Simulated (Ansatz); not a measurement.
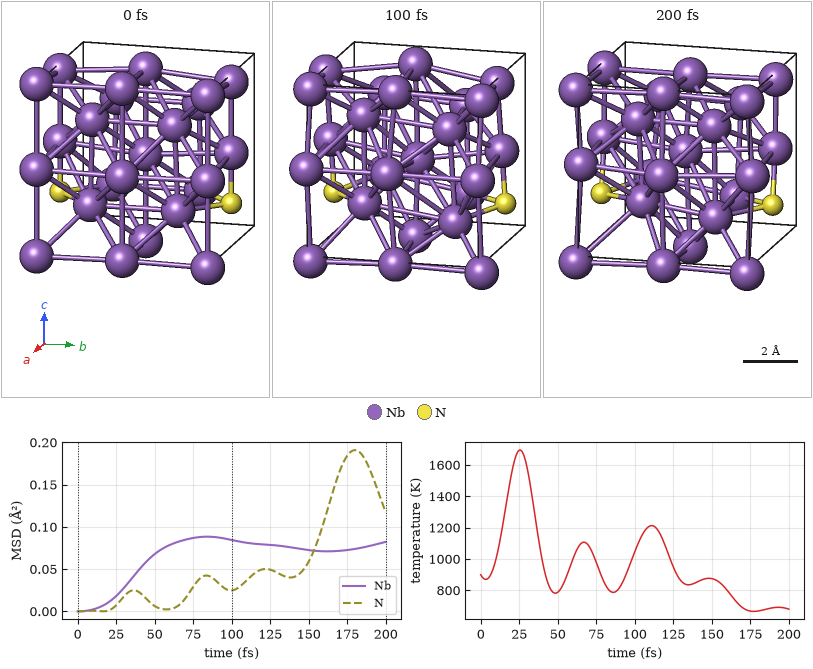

First-principles dynamics of Nb with an interstitial N (17 atoms in the cell), 200 fs long. Frames and the history of the run. The picture is a ball-and-stick view of the simulation cell, seen slightly off an axis. Bonds to atoms that aren't drawn are left out.

Level of theory: DFT PBEsol, scalar-relativistic, plane waves, PAW (Ansatz). Run with plane-wave cutoff 150 eV; k-point mesh 2 × 2 × 2; Fermi-Dirac smearing 0.05 eV; Nosé-Hoover thermostat (NVT); set temperature 900 K; time step 1 fs; thermostat time 50.0 fs.

Q: Describe the run.

A: Root-mean-square distances from the starting positions over the second half, with the common drift of all atoms taken out: N 0.31 Å, Nb 0.28 Å. That is small against the typical shortest distance between atoms in the first frame, about 2.8 Å: the atoms vibrate about their sites and the arrangement holds. Over the second half the temperature averages 861 K (spread ±176 K). The potential energy in the second half lies on average 101 meV per atom below the first frame. The first frame is far from relaxed (forces up to 7.1 eV/Å), so much of the motion is the structure settling. The conserved quantity stays between −0.13 and 0.0068 meV per atom of its start. A straight-line fit has a slope that amounts to −0.042 meV per atom over 200 fs (under 0.1 % of the mean kinetic energy), and the ripple about it is under 0.1 % of the kinetic energy's fluctuation. With a drift under 2 % and a ripple under 7 %, the integration is accurate. The plane-wave cutoff is below what these potentials need, so energies and forces are off.

Limits of the set-up: the cell has an odd number of electrons but was run without spin polarisation; the k-point mesh is coarse for a cell with partly filled bands; the cutoff lies below the recommended one; the periodic images lie only 6.6 Å apart, so the values are limited by the cell's size.

The run took 4.4 min on 2 threads of Intel(R) Xeon(R) Platinum 8488C (Sapphire Rapids), with other jobs on the host, peak memory 0.54 GiB.
